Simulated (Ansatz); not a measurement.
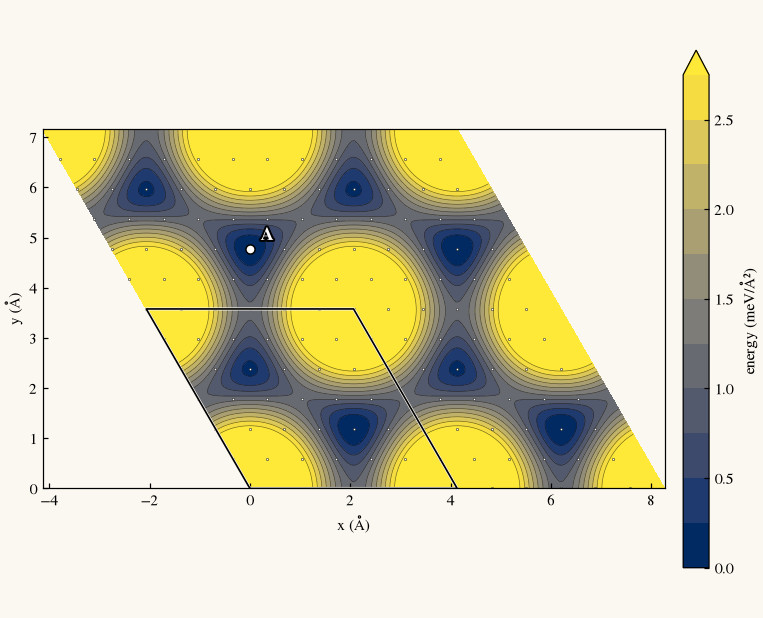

A bilayer of two MgI₂ sheets (1T type) (6 atoms in the cell). 
- The upper layer of a bilayer is slid over the lower one; relaxed at each slide: the heights of all atoms; the origin of the map has I4 above I3.
- Places are given modulo a cell vector. The map is drawn in real space over the plane of the slide.
- The grid has 6 × 6 points; 10 points were computed and 26 follow by symmetry.
- All energies are given in meV/Å² relative to the lowest grid point.
- Theory: DFT PBE+D3(BJ), scalar-relativistic, plane waves, PAW in Ansatz 0.2.0. Settings: cutoff 420 eV, k-mesh 9×9×1, gaussian smearing 0.05 eV, no spin polarisation.

Drawn: filled contours, dots at the grid points, the outline of one cell of the 2 × 2 shown, one colour for all values above the top of the scale, the point A. Between grid points the surface is interpolated.

> What is the easiest way out of the well at A, and how high is the barrier?

The easiest path leads from the well at (4/6, 2/6) of the cell vectors to the well at (2/6, 4/6) of the cell vectors, about 0.19 meV/Å² higher. Its highest point lies about 1 meV/Å² above the bottom of the first well on the interpolated surface, at (3/6, 0/6) of the cell vectors. Seen from the upper well the barrier is about 0.85 meV/Å². This is the barrier on the constrained surface; relaxing the other coordinates would change it.

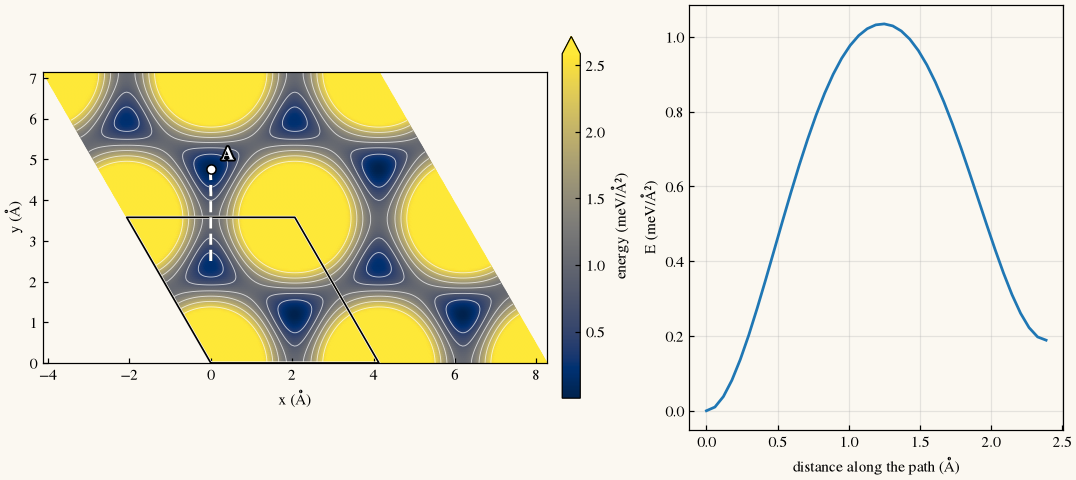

Drawn: a smooth colour map with a few white contour lines, a line along the lowest path, the outline of one cell of the 2 × 2 shown, one colour for all values above the top of the scale, the energy along the path at the right. Between grid points the surface is interpolated.
